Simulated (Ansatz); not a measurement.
Consider TiSi$_{3}$.

Input

```
crystal:
  lattice:
    - [0.0, -3.0964715711, 3.0964715711]
    - [3.0964715711, -3.0964715711, 0.0]
    - [3.0964715711, 0.0, 3.0964715711]
  atoms:
    - { symbol: Si, position: [0.0, 0.0, 0.0] }
    - { symbol: Si, position: [0.25, 0.25, 0.25] }
    - { symbol: Si, position: [0.5, 0.5, 0.5] }
    - { symbol: Ti, position: [0.75, 0.75, 0.75] }
basis:
  ecutwfc: 500
kpoints:
  mp_grid: { grid: [12, 12, 12] }
hamiltonian:
  xc: r2scan
scf:
  occupations: { method: gaussian, width: 0.1 }
output:
  forces: true
  stress: true
  eigenvalues: true
  write_density: true
  write_potential: true
  elf: true
  volumetric_format: npy
relax:
  adjacent_minimum: "off"
  f_tol: 0.015
  max_steps: 60
  cell: { stress_tol: 0.15 }
```

Launched as:

```sh
ansatz run input.yaml --threads 1 --pin off --max-ram 2560MiB --backend cpu --events-out ev --progress --plain --runs-dir out
```

Below, planes, directions and counts refer to the conventional cell (a = 6.18 Å, b = 6.18 Å, c = 6.18 Å, α = 90.00°, β = 90.00°, γ = 90.00°).

Space group Fm-3m; computed without spin polarisation.

Theory: DFT r2SCAN, scalar-relativistic, plane waves, PAW in Ansatz 0.2.0.

Predict the valence pseudo-density and electron localisation function between the atoms.

Ti–Si (2.68 Å): ρ is about 0.3 e/Å³ halfway; the ELF peaks at about 0.80 in the valence shell of Si, 0.9 Å from its nucleus, and is about 0.50 at the midpoint.
Ti–Si (3.09 Å): ρ at the midpoint is about 0.17 e/Å³; the ELF peaks at about 0.65 in the valence shell of Si, 0.9 Å from its nucleus, and is about 0.25 at the midpoint.

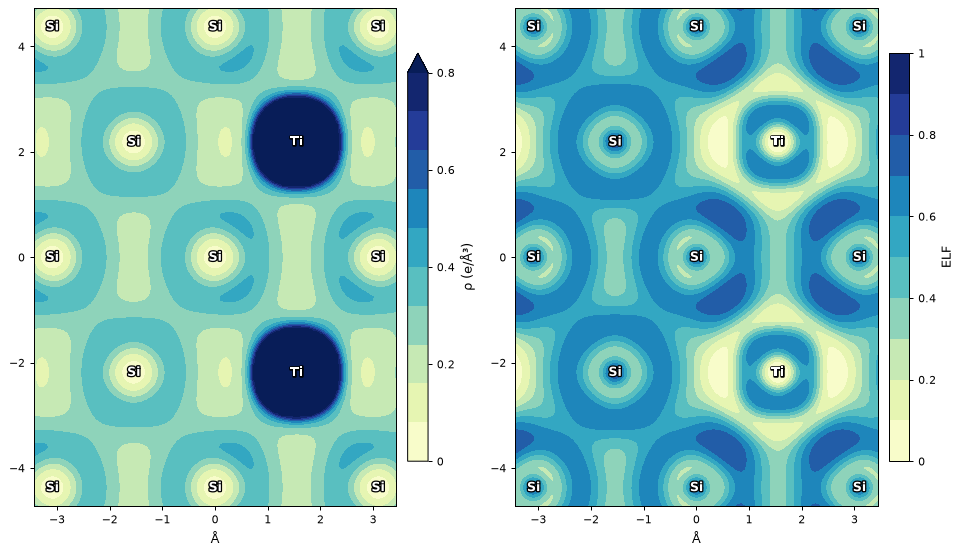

Computed valence pseudo-density and electron localisation function on the (101) plane of the conventional cell, in this order. 

The density is the valence pseudo-density of a PAW calculation; it isn't the true density close to the nuclei.
